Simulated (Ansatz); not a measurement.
System: BeS.

The calculation's input:

```
crystal:
  lattice:
    - [2.4399511275, 0.0, 0.0]
    - [0.0, 2.4399511275, 0.0]
    - [0.0, 0.0, 4.488972734]
  atoms:
    - { symbol: Be, position: [0.0, 0.0, 0.0] }
    - { symbol: S, position: [0.0, 0.0, 0.5] }
basis:
  ecutwfc: 420
kpoints:
  mp_grid: { grid: [22, 22, 12] }
hamiltonian:
  xc: pbe
scf:
  occupations: { method: gaussian, width: 0.1 }
output:
  forces: true
  stress: true
  eigenvalues: true
  write_density: true
  write_potential: true
  elf: true
  volumetric_format: npy
relax:
  adjacent_minimum: "off"
  f_tol: 0.01
  max_steps: 80
  cell: { stress_tol: 0.05 }
```

Command:

```sh
ansatz run input.yaml --threads 1 --pin off --max-ram 2560MiB --backend cpu --events-out ev --progress --plain --runs-dir out
```

Below, planes, directions and counts refer to the conventional cell (a = 2.47 Å, b = 2.47 Å, c = 4.41 Å, α = 90.00°, β = 90.00°, γ = 90.00°).

The fields are those of the relaxed geometry.

Space group P4/mmm; a structure generated by program, which may or may not match a known phase.

The calculation used Ansatz, DFT PBE, scalar-relativistic, plane waves, PAW.

Predict the valence pseudo-density and electron localisation function between the atoms.

Be–S (2.20 Å): ρ at the midpoint is about 0.53 e/Å³; the ELF peaks at about 0.90 between the atoms.

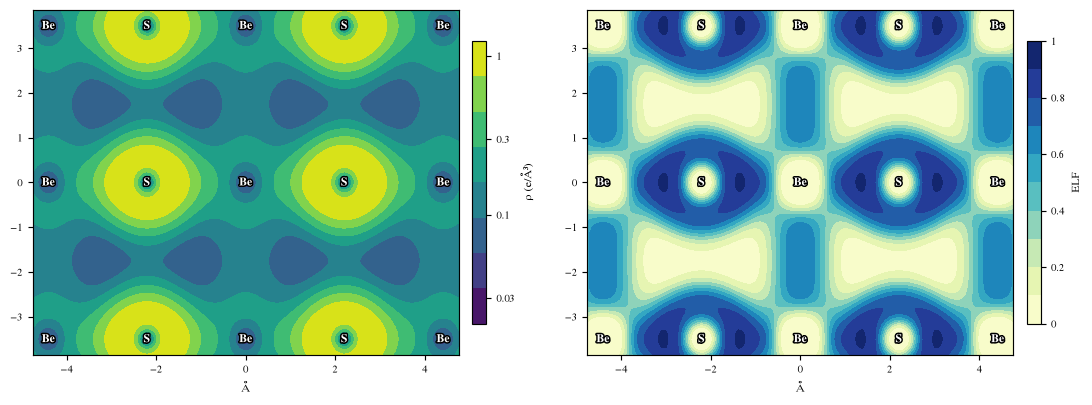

Computed valence pseudo-density and electron localisation function on the (11̄0) plane of the conventional cell, in this order. 

Core electrons are frozen (PAW), and the valence fields are smoothed inside the atomic spheres.
